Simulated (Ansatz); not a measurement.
```xyz
14
Lattice="7.5950 0.0000 0.0000 -3.7975 6.5775 0.0000 0.0000 0.0000 2.9023" Properties=species:S:1:pos:R:3 pbc="T T T"
Si    5.1687    1.1416    0.7256
Si    1.5957    5.0470    2.1767
Si    4.0220    3.9054    0.7256
Si   -1.3712    5.4359    2.1767
Si    2.2018    1.5304    0.7256
Si   -0.2245    2.6720    2.1767
N    -1.0292    2.1689    0.7256
N     5.2020    0.1931    2.1768
N     2.4338    4.6017    0.7256
N     4.8267    4.4085    2.1768
N    -1.4045    6.3843    0.7256
N     1.3637    1.9758    2.1768
N     0.0000    4.3850    2.1764
N     3.7975    2.1925    0.7253
```

Space group P6₃/m.

The calculation used DFT, r2SCAN, plane-wave PAW, default files, scalar-relativistic, frozen cores (Ansatz 0.2.0).

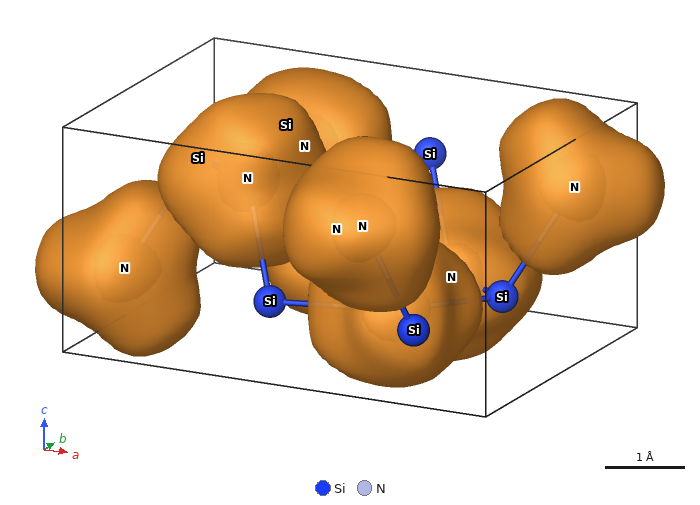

Si$_{3}$N$_{4}$. Isosurface of the ELF at 0.65 (orange), seen slightly off an axis. Core shells and regions of very low density are left out. Sticks mark near contacts.

In a PAW calculation such maps are meaningful between the atoms, not at the nuclei.

**Where are the electrons localised?**

The surface consists of eight regions on N in which the atom's valence shell and bonds are merged, counted in one cell of 14 atoms. Regions shared between cells count once.

Values along the shortest contacts:
Si–N (1.73 Å): the ELF peaks at about 0.90 between the atoms; a shared but strongly polarised pair.

**Metal or insulator at this level of theory?**

It is gapped, with a Kohn–Sham gap of 5.0 eV on the k-point mesh, an upper bound to the gap of this method.
